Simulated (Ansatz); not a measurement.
**Geometry relaxation, with input and output: CdSe (part 2 of 3)**

The same run, continued: CdSe (Pnma, 8 atoms in the cell); DFT PBE, scalar-relativistic, plane waves, PAW, no spin polarisation (Ansatz 0.2.0); cutoff 420 eV, 4×6×4 k-mesh, Gaussian smearing of 0.02 eV. The structure was made by a generator, so it may or may not be a known phase.

Geometry of the input (Å; fractional positions):
```
8.0001  0.0000  0.0000
0.0000  4.5633  0.0000
0.0000  0.0000  7.4435
Cd 0.8446  0.7500  0.3949
Cd 0.6554  0.2500  0.8949
Cd 0.3446  0.7500  0.1051
Cd 0.1554  0.2500  0.6051
Se 0.8133  0.2500  0.5856
Se 0.6867  0.7500  0.0856
Se 0.3133  0.2500  0.9144
Se 0.1867  0.7500  0.4144
```

Output, continued
```
relax step   6: F+E_penalty+E_count = -54898.57998389 eV  Δ(F+E_penalty+E_count) = -4.084e-5 eV  max|allowed force component| = 1.972e-3 eV/Å  Δτ_max = 0.0215 Å  P = +0.004 GPa  Ω = 274.949 Å³  energy of the carried Pulay correction = -5.726e-4 eV  (9 SCF iters, accepted)
Crystal: 8 atoms, lattice volume = 275.220 Å³
iter 1 solved again at ethr=4.46e-7 eV; its pass at ethr=3.10e-3 eV (dr2=6.42e-4 eV) is discarded
SCF iter   1: F=—  HF=-54898.580195 eV  |F-HF|=—  |Δ(HF+E_count)|=         —  Δρ=5.46e-4  dr2=6.08e-4  ethr=4.46e-7  ⟨swp⟩=2.0  Hψ=12995  notcnv=0
preconditioner: auto → Resta (q_TF=auto, 2.449 Å⁻¹)  ε∞=3.7  [insulator: Δε(μ)=0.749 eV  Ē_g=11.577 eV  σ=0.020 eV  W_gap=1.00  n_scr=68 (ndim 8)  ℏωp=19.0 eV  f_vac=0.312  D(μ)=0.00/eV (n_scr^D=0)  ε∞_Penn≈3.7]
SCF iter   2: F=—  HF=-54898.580012 eV  |F-HF|=—  |Δ(HF+E_count)|=   1.83e-4  Δρ=2.30e-4  dr2=9.22e-5  ethr=4.22e-7  ⟨swp⟩=2.0  Hψ=3612  notcnv=0
SCF iter   3: F=—  HF=-54898.579989 eV  |F-HF|=—  |Δ(HF+E_count)|=   2.30e-5  Δρ=3.29e-5  dr2=2.96e-6  ethr=6.41e-8  ⟨swp⟩=2.0  Hψ=5148  notcnv=0
SCF iter   4: F=—  HF=-54898.579971 eV  |F-HF|=—  |Δ(HF+E_count)|=   1.84e-5  Δρ=1.35e-5  dr2=5.45e-7  ethr=2.06e-9  ⟨swp⟩=2.0  Hψ=5222  notcnv=0
SCF iter   5: F=—  HF=-54898.579971 eV  |F-HF|=—  |Δ(HF+E_count)|=   1.78e-7  Δρ=4.75e-6  dr2=5.84e-8  ethr=3.79e-10  ⟨swp⟩=2.0  Hψ=5148  notcnv=0
SCF iter   6: F=—  HF=-54898.579971 eV  |F-HF|=—  |Δ(HF+E_count)|=   5.74e-8  Δρ=1.69e-6  dr2=7.44e-9  ethr=4.06e-11  ⟨swp⟩=2.0  Hψ=5026  notcnv=0
SCF iter   7: F=—  HF=-54898.579971 eV  |F-HF|=—  |Δ(HF+E_count)|=   6.70e-9  Δρ=4.15e-7  dr2=4.41e-10  ethr=5.17e-12  ⟨swp⟩=2.0  Hψ=4918  notcnv=0
SCF iter   8: F=—  HF=-54898.579971 eV  |F-HF|=—  |Δ(HF+E_count)|=  6.62e-10  Δρ=2.39e-7  dr2=1.20e-10  ethr=1.00e-12  ⟨swp⟩=6.0  Hψ=15795  notcnv=0
SCF iter   9: F=-54898.579971 eV  HF=-54898.579971 eV  |F-HF|=2.91e-11  |Δ(HF+E_count)|=  3.64e-11  Δρ=4.44e-8  dr2=7.78e-12  ethr=1.00e-12  ⟨swp⟩=5.8  Hψ=13868  notcnv=0
SCF 7 converged in 9 iterations: F = -54898.579971 eV  dr2 = 7.78e-12
relax step   7: F+E_penalty+E_count = -54898.57997095 eV  Δ(F+E_penalty+E_count) = +1.295e-5 eV  max|allowed force component| = 1.424e-3 eV/Å  Δτ_max = 0.0073 Å  P = +0.002 GPa  Ω = 275.220 Å³  energy of the carried Pulay correction = -6.203e-4 eV  (9 SCF iters, accepted)
Basis set: ecut = 420 eV, 5401 PW (Γ), exchange–correlation on 120×64×100 points (8 copies of the dense FFT grid, shifted against one another)
Initial wavefunctions: pseudopotential atomic-orbital guess (no wavefunctions were taken with the density)
iter 1 solved again at ethr=9.35e-8 eV; its pass at ethr=3.10e-3 eV (dr2=1.35e-4 eV) is discarded
SCF iter   1: F=—  HF=-54898.567536 eV  |F-HF|=—  |Δ(HF+E_count)|=         —  Δρ=3.17e-4  dr2=1.13e-5  ethr=9.35e-8  ⟨swp⟩=3.0  Hψ=19517  notcnv=0
preconditioner: auto → Resta (q_TF=auto, 2.449 Å⁻¹)  ε∞=3.7  [insulator: Δε(μ)=0.742 eV  Ē_g=11.572 eV  σ=0.020 eV  W_gap=1.00  n_scr=68 (ndim 8)  ℏωp=19.0 eV  f_vac=0.312  D(μ)=0.00/eV (n_scr^D=0)  ε∞_Penn≈3.7]
SCF iter   2: F=—  HF=-54898.576030 eV  |F-HF|=—  |Δ(HF+E_count)|=   8.49e-3  Δρ=1.60e-4  dr2=1.73e-6  ethr=7.82e-9  ⟨swp⟩=3.0  Hψ=5399  notcnv=0
SCF iter   3: F=—  HF=-54898.580117 eV  |F-HF|=—  |Δ(HF+E_count)|=   4.09e-3  Δρ=4.42e-5  dr2=3.10e-7  ethr=1.20e-9  ⟨swp⟩=3.0  Hψ=5334  notcnv=0
SCF iter   4: F=—  HF=-54898.580511 eV  |F-HF|=—  |Δ(HF+E_count)|=   3.94e-4  Δρ=7.46e-6  dr2=9.11e-8  ethr=2.15e-10  ⟨swp⟩=3.0  Hψ=5059  notcnv=0
SCF iter   5: F=—  HF=-54898.580520 eV  |F-HF|=—  |Δ(HF+E_count)|=   9.68e-6  Δρ=1.87e-6  dr2=3.12e-8  ethr=6.33e-11  ⟨swp⟩=2.1  Hψ=5152  notcnv=0
SCF iter   6: F=—  HF=-54898.580521 eV  |F-HF|=—  |Δ(HF+E_count)|=   1.83e-7  Δρ=9.98e-7  dr2=1.15e-8  ethr=2.16e-11  ⟨swp⟩=2.0  Hψ=3628  notcnv=0
SCF iter   7: F=—  HF=-54898.580521 eV  |F-HF|=—  |Δ(HF+E_count)|=   2.67e-8  Δρ=2.67e-7  dr2=7.38e-10  ethr=7.98e-12  ⟨swp⟩=2.1  Hψ=4115  notcnv=0
SCF iter   8: F=—  HF=-54898.580521 eV  |F-HF|=—  |Δ(HF+E_count)|=  6.55e-10  Δρ=1.21e-7  dr2=9.28e-11  ethr=1.00e-12  ⟨swp⟩=2.0  Hψ=3544  notcnv=0
SCF iter   9: F=-54898.580521 eV  HF=-54898.580521 eV  |F-HF|=2.91e-11  |Δ(HF+E_count)|=  4.37e-11  Δρ=2.05e-8  dr2=1.03e-12  ethr=1.00e-12  ⟨swp⟩=6.0  Hψ=12595  notcnv=0
SCF 8 converged in 9 iterations: F = -54898.580521 eV  dr2 = 1.03e-12
relax step   8: F+E_penalty+E_count = -54898.58052058 eV  Δ(F+E_penalty+E_count) = -5.496e-4 eV  max|allowed force component| = 1.443e-3 eV/Å  Δτ_max = 0.0000 Å  P = +0.001 GPa  Ω = 275.220 Å³  stress off target by 6.37e-3 GPa  SCF on the basis re-selected at this cell (its energy is not comparable with the rows above)  (9 SCF iters)
```

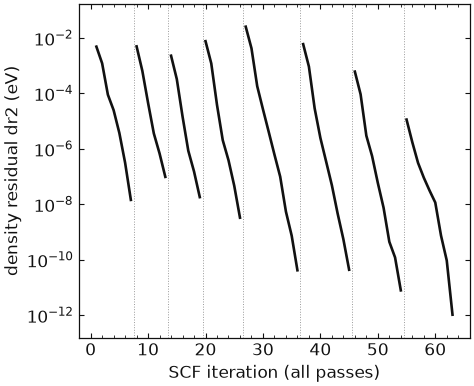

Convergence of the self-consistent field: density residual dr2 against the SCF iteration. The dotted lines part the SCF passes of the relaxation: geometry steps, rejected trials and re-solves on a re-selected basis. The 8 passes take 6 to 10 iterations each, 63 in all.

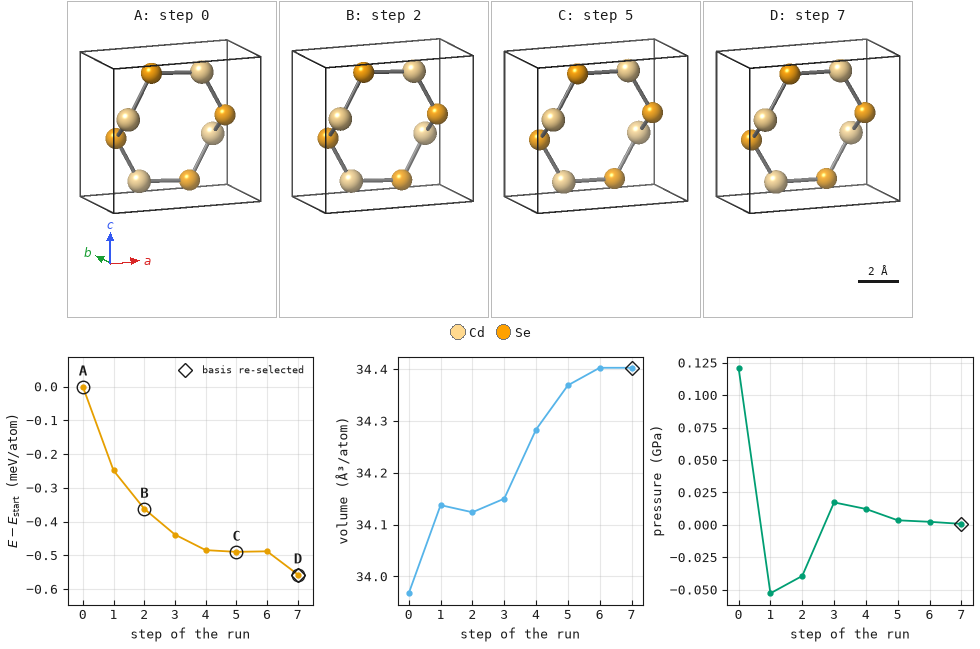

Frames of the relaxation (ball-and-stick view of the cell of the calculation, seen slightly off an axis) above the curves, on which the letters mark them (the first geometry is step 0 here and step 1 in the log).

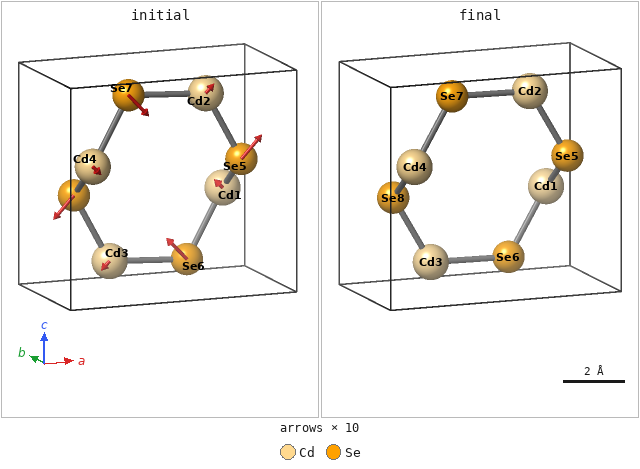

Before (left) and after (right) the relaxation, at one scale (ball-and-stick view of the cell of the calculation, seen slightly off an axis). The red arrows give the displacements (without the part carried along by the change of the cell), magnified 10 times. The largest moves relative to the cell, 0.11 Å, are those of Se5, Se6, Se7 and Se8. Largest moves by element: Se 0.11 Å, Cd 0.04 Å. The volume changes by +1.3 %, with a 8.000 → 8.165 Å (+2.1 %), b 4.563 → 4.507 Å (−1.2 %), c 7.444 → 7.479 Å (+0.5 %). Among the contacts that change: Cd1–Se8 2.741 → 2.751 Å. Among the angles that change: Cd2–Se5–Cd4 115.7° → 119.6°, Se5–Cd1–Se5 115.4° → 113.4°, Cd1–Se5–Cd1 115.4° → 113.4°. The space group stays Pnma (No. 62). After 6 geometry steps the energy has fallen by 0.5 meV per atom. Largest force component: 0.012 eV/Å at the start, 0.0014 eV/Å at the end. The pressure goes from 0.12 to 0.00 GPa. A last SCF at the same geometry on a re-selected plane-wave basis shifts the energy by −0.1 meV per atom. (Atoms are counted from 1 in the order of the input.)

```
basis re-selected at this cell: Δ(F+E_penalty+E_count) = -5.496e-4 eV, ΔP = -0.002 GPa vs the last step (what re-selecting the basis moved, of the pressure what is left beyond the Pulay correction that the steps carried, after the strain that the cell walked since its last selection, with what the two solves' SCF thresholds leave and, on support functions, any second-order correction that the steps lacked; it is no measure of the basis error at this ecutwfc). The dense FFT grid was sized anew with the basis: this SCF ran on 60×32×50 points, the steps before it on 54×32×50, so part of this shift can come from that change (see relax.cell in the input reference). This SCF's stress stands 6.37e-3 GPa from its target on what of the cell is left free (relax.cell.stress_tol is 5.00e-2 GPa) and its largest allowed force component is 1.44e-3 eV/Å (relax.f_tol is 1.00e-2 eV/Å): within both
SCF converged after 9 iterations
Free energy (F): -54898.580521 eV
Harris-Foulkes:  -54898.580521 eV  (|F-HF|=2.91e-11)
Internal energy: -54898.580521 eV  (E = F + TS)
E sigma→0 (E₀):  -54898.580521 eV
Fermi energy:    5.362640 eV
--- Per-component energies (eV) ---
  E_band       = -3888.640845
  E_kinetic    = 2491.101169
  E_local      = -29663.943790  (includes V_loc(G=0)·N_el)
  E_nonlocal   = -2248.461270
  E_hartree    = 14047.998859
  E_xc         = -1121.635643
  E_vxc        = -1276.132190  (∫ρ·V_xc dr)
  E_paw        = -23979.853024  (= ΣΔE_a)
  E_vpaw       = -1287.200204  (= ΣTr[D̂ρ^β])
  E_aug_tail   = -0.002345  (compensation charges beyond the density's cutoff)
  E_ewald      = -14423.784476
  E_smearing   = -0.000000  (= −TS)
  E_closure    = -0.000000  (closes the sum)
  Σ components = -54898.580521   (vs F -54898.580521, Δ=0.00e0)
--- Forces (eV/Å), atoms counted from 1 ---
  atom   1  Cd     0.00037401     0.00000000    -0.00144259
  atom   2  Cd    -0.00037401     0.00000000    -0.00144259
  atom   3  Cd     0.00037401     0.00000000     0.00144259
  atom   4  Cd    -0.00037401     0.00000000     0.00144259
  atom   5  Se    -0.00068200     0.00000000     0.00129347
  atom   6  Se     0.00068200     0.00000000     0.00129347
  atom   7  Se    -0.00068200     0.00000000    -0.00129347
  atom   8  Se     0.00068200     0.00000000    -0.00129347
  max |Σ_I F_I| component: 0.00e0 eV/Å
--- Stress (GPa, compression-positive) ---
       -0.000753       0.000000       0.000000
        0.000000       0.006369       0.000000
        0.000000       0.000000      -0.003298
  P = ⅓ Tr σ = 0.0008 GPa (0.008 kbar)
--- Band table (eV; the first three rows and the last of 36) ---
  k-point 0: bands = ["-96.5128", "-96.5128", "-96.5127", "-96.5127", "-57.5893", "-57.5892", "-57.5892", "-57.5891", "-57.5808", "-57.5807", "-57.5803", "-57.5803", "-57.5754", "-57.5754", "-57.5746", "-57.5746", "-41.4538", "-41.4538", "-41.4537", "-41.4537", "-41.4511", "-41.4510", "-41.4509", "-41.4509", "-41.4233", "-41.4232", "-41.4232", "-41.4232", "-41.4050", "-41.4050", "-41.4049", "-41.4049", "-41.4009", "-41.4009", "-41.4009", "-41.4009", "-7.1882", "-6.8917", "-6.8379", "-6.7306", "-2.7976", "-2.7478", "-2.6891", "-2.6536", "-2.6484", "-2.6378", "-2.5991", "-2.5751", "-2.5679", "-2.4938", "-2.4541", "-2.4462", "-2.4201", "-2.4053", "-2.4025", "-2.3350", "-2.3247", "-2.3136", "-2.1584", "-2.0581", "1.0822", "1.4213", "2.7177", "2.7378", "3.0203", "3.2881", "4.1649", "4.2943", "4.7249", "4.7720", "4.8148", "4.9891", "5.7362", "7.5225", "8.1118", "8.7935", "9.6881", "9.8566", "10.8818", "10.8904", "11.0219", "11.0865", "11.6173", "11.6760", "11.7606", "12.7280", "12.9966"]
  k-point 1: bands = ["-96.5128", "-96.5128", "-96.5127", "-96.5127", "-57.5893", "-57.5892", "-57.5892", "-57.5891", "-57.5808", "-57.5807", "-57.5803", "-57.5803", "-57.5754", "-57.5754", "-57.5746", "-57.5746", "-41.4538", "-41.4538", "-41.4537", "-41.4537", "-41.4511", "-41.4510", "-41.4509", "-41.4509", "-41.4233", "-41.4232", "-41.4232", "-41.4232", "-41.4050", "-41.4050", "-41.4049", "-41.4049", "-41.4009", "-41.4009", "-41.4009", "-41.4009", "-7.1499", "-6.9432", "-6.8186", "-6.7397", "-2.7781", "-2.7296", "-2.6779", "-2.6704", "-2.6449", "-2.6317", "-2.6279", "-2.5812", "-2.5672", "-2.5092", "-2.4522", "-2.4468", "-2.4375", "-2.4167", "-2.3930", "-2.3333", "-2.3298", "-2.3260", "-2.1370", "-2.0604", "1.0454", "1.8937", "1.9506", "3.2049", "3.4138", "3.4731", "3.9412", "4.1168", "4.2754", "4.4409", "4.6587", "4.8588", "6.6741", "7.7521", "8.1057", "8.6449", "9.5606", "9.6840", "10.7719", "11.0049", "11.0315", "11.4332", "11.5206", "11.5609", "11.9385", "12.4574", "12.4802"]
  k-point 2: bands = ["-96.5128", "-96.5128", "-96.5127", "-96.5127", "-57.5892", "-57.5892", "-57.5892", "-57.5892", "-57.5807", "-57.5807", "-57.5803", "-57.5803", "-57.5754", "-57.5754", "-57.5746", "-57.5746", "-41.4538", "-41.4538", "-41.4537", "-41.4537", "-41.4510", "-41.4510", "-41.4509", "-41.4509", "-41.4233", "-41.4233", "-41.4232", "-41.4232", "-41.4050", "-41.4050", "-41.4049", "-41.4049", "-41.4009", "-41.4009", "-41.4009", "-41.4009", "-7.0522", "-7.0522", "-6.7750", "-6.7750", "-2.7271", "-2.7271", "-2.6826", "-2.6826", "-2.6410", "-2.6410", "-2.6247", "-2.6247", "-2.5396", "-2.5396", "-2.4486", "-2.4486", "-2.4368", "-2.4368", "-2.3662", "-2.3662", "-2.3295", "-2.3295", "-2.0911", "-2.0911", "1.3388", "1.3388", "2.8009", "2.8009", "3.6548", "3.6548", "3.7410", "3.7410", "4.3304", "4.3304", "4.5564", "4.5564", "7.7799", "7.7799", "8.1594", "8.1594", "9.4732", "9.4732", "10.7916", "10.7916", "11.2538", "11.2538", "11.6076", "11.6076", "12.2364", "12.2364", "12.6264"]
```
